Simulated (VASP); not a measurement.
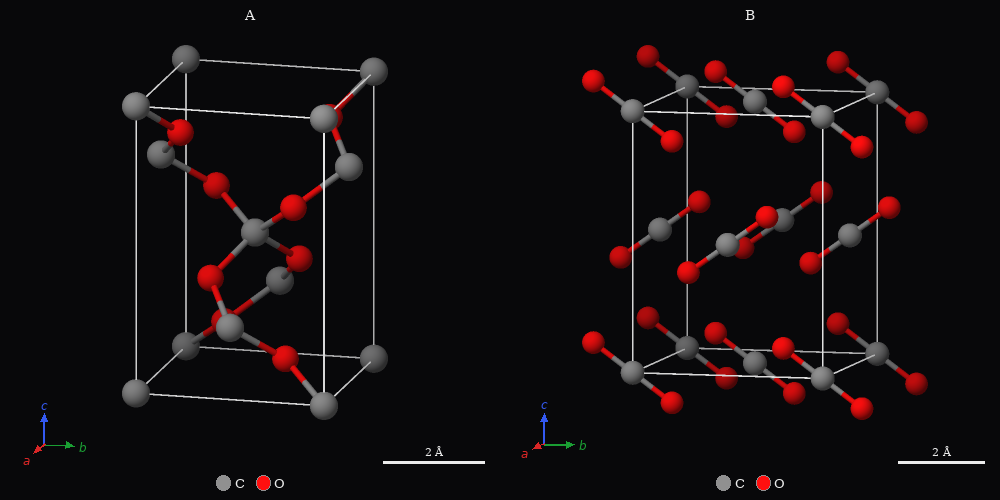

Two structures of CO2, each relaxed (cell and atoms) at zero pressure; conventional cells in solid outline, small ones repeated, each panel with its own scale. Alike in all runs: VASP 6.6.1; functional LDA; VASP's PAW LDA potentials, release 64 (O, C); cutoff 600 eV; occupations gaussian, width 0.02 eV; no spin polarisation; no spin-orbit coupling. The k meshes have like spacings.

**Name the structure in each panel.**

A: 12 atoms a cell on a body-centred tetragonal lattice, I-42d; B: 12 atoms a cell on a base-centred orthorhombic lattice, Cmce.

**Which of these is lowest in energy, and how far above it do the others lie?**

B, then A (+113 meV/atom), static energies at zero smearing.

**Could pressure favour another of these structures?**

A is denser (7.4 against 11.9 Å³/atom), so pressure favours it. Setting PΔV equal to ΔE at fixed volumes gives a first estimate of 4 GPa for the crossing; compression of both forms, other phases and heat would move it.

**Collect the results in a table.**

| panel | space group | E − E(lowest) (meV/atom) | volume (Å³/atom) | gap (eV) |
| --- | --- | --- | --- | --- |
| B | Cmce | 0 | 11.9 | 6.42 |
| A | I-42d | 113 | 7.4 | 7.49 |

The starts are database entries or structure types tried for this composition, and the most stable form need not be among them. Gaps are the least found on the k-mesh, which can miss the band edges.

Caveat: semilocal functionals give gaps below the measured ones.
